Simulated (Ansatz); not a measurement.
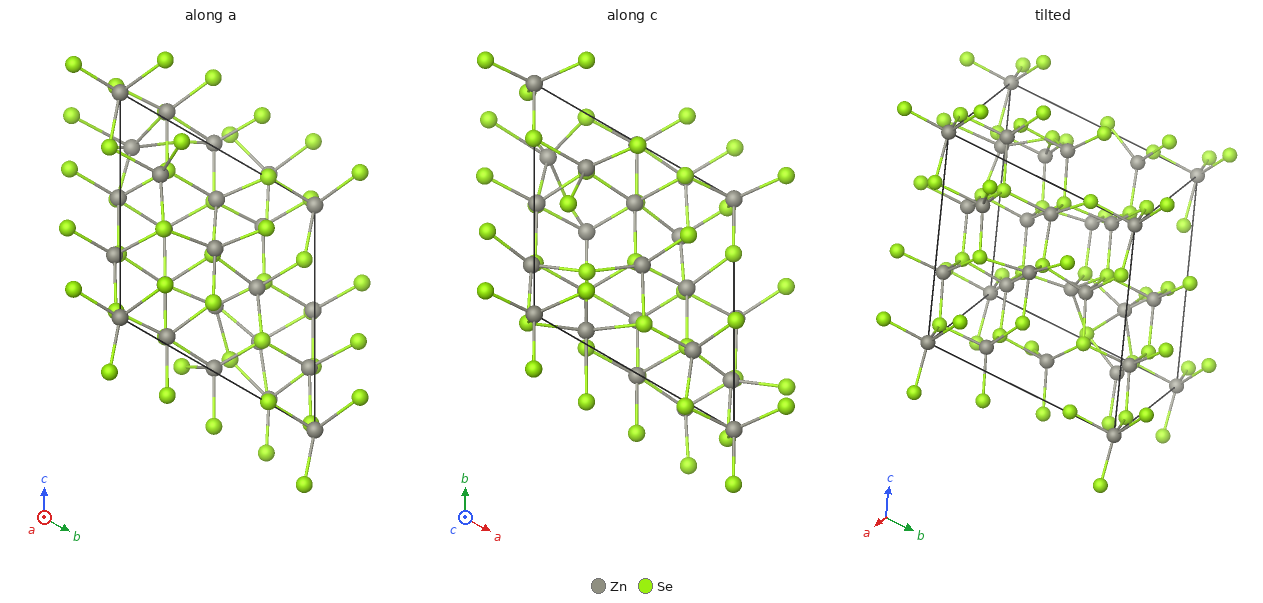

Structure drawing (ball-and-stick), viewed along the a axis, along the c axis and slightly off an axis. Atoms at the boundary of the simulation cell (the box) are drawn once for each face, edge or corner they touch. A few atoms beyond the faces are included.

What can be read from this drawing?

Chemical formula Zn16Se17. With Z = 1, the cell contains 16 Zn, 17 Se.

The structure was taken from a structure listed in the Materials Project, repeated into a supercell with a point defect put in. The atoms were relaxed in a fixed cell with Ansatz 0.2.0, DFT PBE, scalar-relativistic, plane waves, PAW.
